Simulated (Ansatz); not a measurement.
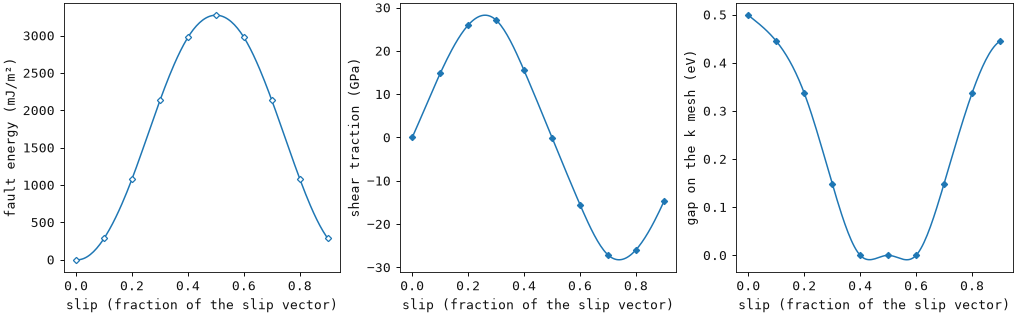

Method: rigid slide of a crystal across a plane by tilting cell vector c, one fault a cell, unrelaxed, by plane-wave density functional theory with PAW datasets, free energies less that of the undisturbed cell; scalar-relativistic (Ansatz 0.2.0). Level: r2SCAN, no spin polarisation.

```
          setting                                       value
      wave cutoff                                      500 eV
           k mesh                                       7×9×3
      occupations                                    Gaussian
   smearing width                                     0.03 eV
          k shift                      (0, 0, 0) (mesh steps)
            start                                     relaxed
height of the cut               0 (fraction of cell vector c)
      slip vector  (0, 1) (multiples of cell vectors a and b)
```

Structure:
```yaml
crystal:
  lattice:
    - [0.00000, -4.93646, 0.00000]
    - [0.00000, 0.00000, -3.80668]
    - [11.42790, 0.00000, 0.00000]
  atoms:
    - { symbol: Sn, position: [0.76763, 0.62500, 0.91665] }
    - { symbol: Sn, position: [0.76763, 0.62500, 0.24998] }
    - { symbol: Sn, position: [0.76763, 0.62500, 0.58332] }
    - { symbol: Sn, position: [0.23237, 0.12500, 0.08332] }
    - { symbol: Sn, position: [0.23237, 0.12500, 0.41665] }
    - { symbol: Sn, position: [0.23237, 0.12500, 0.74998] }
    - { symbol: O, position: [0.00013, 0.12500, 0.91665] }
    - { symbol: O, position: [0.00013, 0.12500, 0.24998] }
    - { symbol: O, position: [0.00013, 0.12500, 0.58332] }
    - { symbol: O, position: [0.99987, 0.62500, 0.08332] }
    - { symbol: O, position: [0.99987, 0.62500, 0.41665] }
    - { symbol: O, position: [0.99987, 0.62500, 0.74998] }
```

**Figure.** Fault energy, shear traction and gap on the k mesh against slip for SnO, space group P4/nmm (No. 129).

The points at slip 0.6, 0.7, 0.8 and 0.9 follow from computed ones by symmetry.

The highest fault energy among the points, the barrier to rigid slip along this vector, is 3270 mJ/m² at slip 0.5; no local minimum, hence no metastable fault, shows among the points. The shear traction goes from 0.00 GPa at slip 0.0 to −14.78 GPa at 0.9, not monotonically, with a high of 27.11 GPa at 0.3 and a low of −27.11 GPa at 0.7. The gap on the k mesh is zero at slip 0.4, 0.5 and 0.6 and open elsewhere, at most 0.499 eV at 0.0. The spacing at cut is 1.91 Å.

Keep in mind: gap closes along the scan on a mesh chosen for the insulator; narrow smearing for a metal; odd k mesh can miss points on the zone edge.
